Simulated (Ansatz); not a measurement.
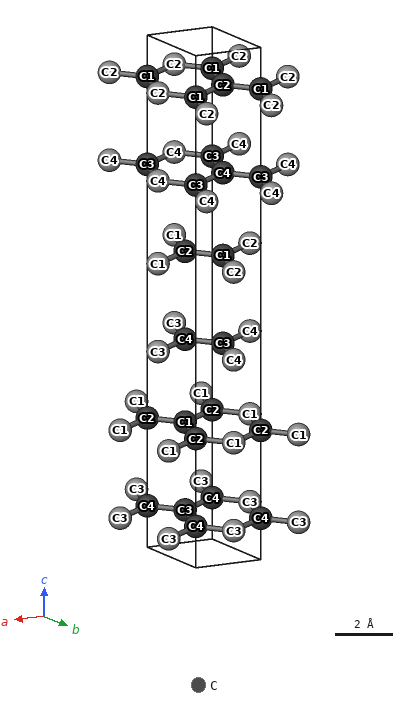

**Figure 1.** The input geometry of run 1 (ball-and-stick view of the cell 3 times as large as that of the calculation, set on its symmetry axes, seen at an oblique angle; neighbours outside the cell are drawn fainter; atoms are numbered from 1 in the order of the input). Near neighbours in the crystal (not all of them lie inside the picture): C has 3 C at 1.38 Å.

## Two runs on C

System: C (R-3m, 4 atoms in the cell).
Method of run 1: DFT, PBE, plane waves, PAW, no spin polarisation (Ansatz 0.2.0).

The structure derives from a Materials Project entry. The geometry comes from this level: r2scan-rvv10 (a point of a series of volumes). Text and figures count atoms from 1; the logs count them from 0 in places.

### Input file, run 1
```yaml
crystal:
  lattice:
    - [1.1938576576, 0.6892740399, 6.7246435162]
    - [-1.1938576576, 0.6892740399, 6.7246435162]
    - [0.0, -1.3785480799, 6.7246435162]
  atoms:
    - { symbol: C, position: [0.9191129941, 0.9191129941, 0.9191129941] }
    - { symbol: C, position: [0.2524458879, 0.2524458879, 0.2524458879] }
    - { symbol: C, position: [0.7475541121, 0.7475541121, 0.7475541121] }
    - { symbol: C, position: [0.0808870059, 0.0808870059, 0.0808870059] }
kpoints:
  mp_grid: { grid: [4, 4, 4] }
hamiltonian:
  xc: pbe
scf:
  occupations: { method: fermi_dirac, width: 0.02 }
  n_extra_bands: 5
output:
  forces: true
  stress: true
  eigenvalues: true
basis:
  ecutwfc: 260
```

Command:
```bash
ansatz run input.yaml --threads 2 --pin off --max-ram 2764MiB --backend cpu --events-out ev --progress --plain --runs-dir out
```

Hardware: 2 threads of Arm Neoverse V1, 24 GiB of memory available, shared host.

### Output, shortened to warnings, some set-up lines, iterations and results (run 1)
```
Warning: basis.ecutwfc = 260 eV is below the records' recommended 420 eV, and the density's cutoff is lower with it unless basis.ecutrho_ratio is high enough to keep the records' density cutoff: compare with a run at a higher cutoff
Basis set: ecut = 260 eV, 311 PW (Γ), FFT grids on a1−a3, a2−a3, a3, exchange–correlation on 30×30×80 points (8 copies of the dense FFT grid, shifted against one another)
Symmetry: 12 space group operations
k-points: 13 of 64
Initial density: superposition of atomic densities (neutral atoms: chi_scale 0, normalization atom), corrected by the library's trained network
[...]
SCF iter   1: F=—  HF=-1001.781197 eV  |F-HF|=—  |Δ(HF+E_count)|=         —  Δρ=2.20e-2  dr2=3.65e-2  ethr=1.77e-3  ⟨swp⟩=5.5  Hψ=919  notcnv=0
SCF iter   2: F=—  HF=-1001.787339 eV  |F-HF|=—  |Δ(HF+E_count)|=   6.14e-3  Δρ=1.04e-2  dr2=7.00e-3  ethr=2.28e-4  ⟨swp⟩=2.2  Hψ=340  notcnv=0  defer=13
SCF iter   3: F=—  HF=-1001.791647 eV  |F-HF|=—  |Δ(HF+E_count)|=   4.31e-3  Δρ=1.35e-3  dr2=1.01e-3  ethr=4.38e-5  ⟨swp⟩=2.8  Hψ=306  notcnv=0  defer=13
SCF iter   4: F=—  HF=-1001.791495 eV  |F-HF|=—  |Δ(HF+E_count)|=   1.52e-4  Δρ=5.39e-4  dr2=1.74e-4  ethr=6.31e-6  ⟨swp⟩=2.1  Hψ=271  notcnv=0  defer=13
SCF iter   5: F=—  HF=-1001.791469 eV  |F-HF|=—  |Δ(HF+E_count)|=   2.56e-5  Δρ=1.83e-4  dr2=1.23e-5  ethr=1.09e-6  ⟨swp⟩=2.2  Hψ=197  notcnv=0  defer=13
SCF iter   6: F=—  HF=-1001.791285 eV  |F-HF|=—  |Δ(HF+E_count)|=   1.85e-4  Δρ=4.28e-5  dr2=4.08e-7  ethr=7.69e-8  ⟨swp⟩=2.8  Hψ=265  notcnv=0  defer=13
SCF iter   7: F=-1001.791285 eV  HF=-1001.791285 eV  |F-HF|=1.26e-8  |Δ(HF+E_count)|=   1.57e-7  Δρ=7.88e-6  dr2=8.27e-9  ethr=6.25e-10  ⟨swp⟩=8.8  Hψ=856  notcnv=0
SCF 1 converged in 7 iterations: F = -1001.791285 eV  dr2 = 8.27e-9
SCF converged after 7 iterations
Free energy (F): -1001.791285 eV
Harris-Foulkes:  -1001.791285 eV  (|F-HF|=1.26e-8)
Internal energy: -1001.791285 eV  (E = F + TS)
E sigma→0 (E₀):  -1001.791285 eV
Fermi energy:    7.360661 eV
--- Per-component energies (eV) ---
  E_band       = -28.418269
  E_kinetic    = 378.632338
  E_local      = -639.387644  (includes V_loc(G=0)·N_el)
  E_nonlocal   = 105.328566
  E_hartree    = 198.453219
  E_xc         = -196.706683
  E_vxc        = -243.861414  (∫ρ·V_xc dr)
  E_paw        = -396.279718  (= ΣΔE_a)
  E_vpaw       = -26.036866  (= ΣTr[D̂ρ^β])
  E_aug_tail   = 0.000314  (compensation charges beyond the density's cutoff)
  E_ewald      = -451.831677
  E_smearing   = -0.000000  (= −TS)
  E_closure    = -0.000000  (closes the sum)
  Σ components = -1001.791285   (vs F -1001.791285, Δ=0.00e0)
--- Forces (eV/Å), atoms counted from 1 ---
  atom   1  C     -0.00000000     0.00000000    -0.01016820
  atom   2  C      0.00000000     0.00000000    -0.01710733
  atom   3  C     -0.00000000    -0.00000000     0.01710733
  atom   4  C      0.00000000    -0.00000000     0.01016820
  max |Σ_I F_I| component: 3.70e-17 eV/Å
--- Stress (GPa, compression-positive) ---
       59.065424      -0.000000      -0.000000
       -0.000000      59.065424       0.000000
        0.000000       0.000000       4.477722
  P = ⅓ Tr σ = 40.8695 GPa (408.695 kbar)
```

The input of run 2 differs as follows (lines with − go, lines with + come):
```diff
-    - [1.1938576576, 0.6892740399, 6.7246435162]
-    - [-1.1938576576, 0.6892740399, 6.7246435162]
-    - [0.0, -1.3785480799, 6.7246435162]
+    - [1.2594024257, 0.7271163295, 7.0938376132]
+    - [-1.2594024257, 0.7271163295, 7.0938376132]
+    - [0.0, -1.454232659, 7.0938376132]
```

How does run 2 compare with run 1?

With the same functional and potentials, run 2 lies 108.9 meV per atom lower. The gap on the mesh goes from 3.30 to 3.13 eV. The pressure goes from 40.87 to −8.25 GPa. The volume per atom goes from 8.30 to 9.74 Å³. The number of SCF iterations is the same. The plane waves at Γ go from 311 to 385.

### Output, shortened to warnings, some set-up lines, iterations and results (run 2)
```
Warning: basis.ecutwfc = 260 eV is below the records' recommended 420 eV, and the density's cutoff is lower with it unless basis.ecutrho_ratio is high enough to keep the records' density cutoff: compare with a run at a higher cutoff
Basis set: ecut = 260 eV, 385 PW (Γ), FFT grids on a1−a3, a2−a3, a3, exchange–correlation on 30×30×80 points (8 copies of the dense FFT grid, shifted against one another)
Symmetry: 12 space group operations
k-points: 13 of 64
Initial density: superposition of atomic densities (neutral atoms: chi_scale 0, normalization atom), corrected by the library's trained network
[...]
SCF iter   1: F=—  HF=-1002.214974 eV  |F-HF|=—  |Δ(HF+E_count)|=         —  Δρ=1.76e-2  dr2=2.60e-2  ethr=1.77e-3  ⟨swp⟩=5.5  Hψ=931  notcnv=0
SCF iter   2: F=—  HF=-1002.223112 eV  |F-HF|=—  |Δ(HF+E_count)|=   8.14e-3  Δρ=8.38e-3  dr2=5.45e-3  ethr=1.62e-4  ⟨swp⟩=2.2  Hψ=331  notcnv=0  defer=13
SCF iter   3: F=—  HF=-1002.227177 eV  |F-HF|=—  |Δ(HF+E_count)|=   4.06e-3  Δρ=9.70e-4  dr2=8.76e-4  ethr=3.41e-5  ⟨swp⟩=2.8  Hψ=306  notcnv=0  defer=13
SCF iter   4: F=—  HF=-1002.226981 eV  |F-HF|=—  |Δ(HF+E_count)|=   1.96e-4  Δρ=3.70e-4  dr2=6.25e-5  ethr=5.48e-6  ⟨swp⟩=2.3  Hψ=265  notcnv=0  defer=13
SCF iter   5: F=—  HF=-1002.226906 eV  |F-HF|=—  |Δ(HF+E_count)|=   7.49e-5  Δρ=1.10e-4  dr2=2.08e-6  ethr=3.91e-7  ⟨swp⟩=2.5  Hψ=234  notcnv=0  defer=13
SCF iter   6: F=—  HF=-1002.226907 eV  |F-HF|=—  |Δ(HF+E_count)|=   1.17e-6  Δρ=3.91e-5  dr2=4.47e-7  ethr=1.30e-8  ⟨swp⟩=2.2  Hψ=256  notcnv=0  defer=13
SCF iter   7: F=-1002.226907 eV  HF=-1002.226907 eV  |F-HF|=5.33e-9  |Δ(HF+E_count)|=   1.04e-8  Δρ=5.69e-6  dr2=4.64e-9  ethr=6.25e-10  ⟨swp⟩=8.7  Hψ=831  notcnv=0
SCF 1 converged in 7 iterations: F = -1002.226907 eV  dr2 = 4.64e-9
SCF converged after 7 iterations
Free energy (F): -1002.226907 eV
Harris-Foulkes:  -1002.226907 eV  (|F-HF|=5.33e-9)
Internal energy: -1002.226907 eV  (E = F + TS)
E sigma→0 (E₀):  -1002.226907 eV
Fermi energy:    5.673221 eV
--- Per-component energies (eV) ---
  E_band       = -47.400984
  E_kinetic    = 358.684615
  E_local      = -649.429168  (includes V_loc(G=0)·N_el)
  E_nonlocal   = 101.373574
  E_hartree    = 201.423625
  E_xc         = -191.279085
  E_vxc        = -236.792037  (∫ρ·V_xc dr)
  E_paw        = -394.684321  (= ΣΔE_a)
  E_vpaw       = -24.085528  (= ΣTr[D̂ρ^β])
  E_aug_tail   = 0.000247  (compensation charges beyond the density's cutoff)
  E_ewald      = -428.316396
  E_smearing   = -0.000000  (= −TS)
  E_closure    = -0.000000  (closes the sum)
  Σ components = -1002.226907   (vs F -1002.226907, Δ=0.00e0)
--- Forces (eV/Å), atoms counted from 1 ---
  atom   1  C      0.00000000     0.00000000     0.00073910
  atom   2  C      0.00000000    -0.00000000    -0.00565716
  atom   3  C      0.00000000     0.00000000     0.00565716
  atom   4  C      0.00000000    -0.00000000    -0.00073910
  max |Σ_I F_I| component: 8.67e-19 eV/Å
--- Stress (GPa, compression-positive) ---
      -13.180476       0.000000       0.000000
        0.000000     -13.180476      -0.000000
        0.000000      -0.000000       1.621870
  P = ⅓ Tr σ = -8.2464 GPa (-82.464 kbar)
```

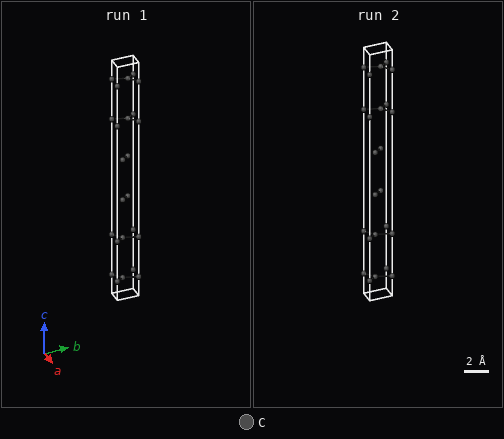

**Figure 2.** The two input geometries at one scale (ball-and-stick view of the cell 3 times as large as that of the calculation, set on its symmetry axes, seen slightly off an axis). No atom moves by more than 0.005 Å relative to the cell. The volume changes by +17.4 %, with a = b 2.388 → 2.519 Å (+5.5 %), c 20.174 → 21.282 Å (+5.5 %). Among the contacts that change: C–C 1.379 → 1.454 Å.

### The two runs side by side

```csv
quantity,run 1,run 2
outcome,converged,converged
free energy per atom (eV),−250.4478,−250.5567
gap on the mesh (eV),3.30,3.13
pressure (GPa),40.87,−8.25
volume per atom (Å³),8.30,9.74
largest force (eV/Å),0.017,0.006
SCF iterations,7,7
irreducible k-points,13,13
plane waves at Γ,311,385
```

For both runs: Warnings: the cutoff is below the recommended one. The k-point mesh is coarse for a cell of this size, so the results may not be converged.
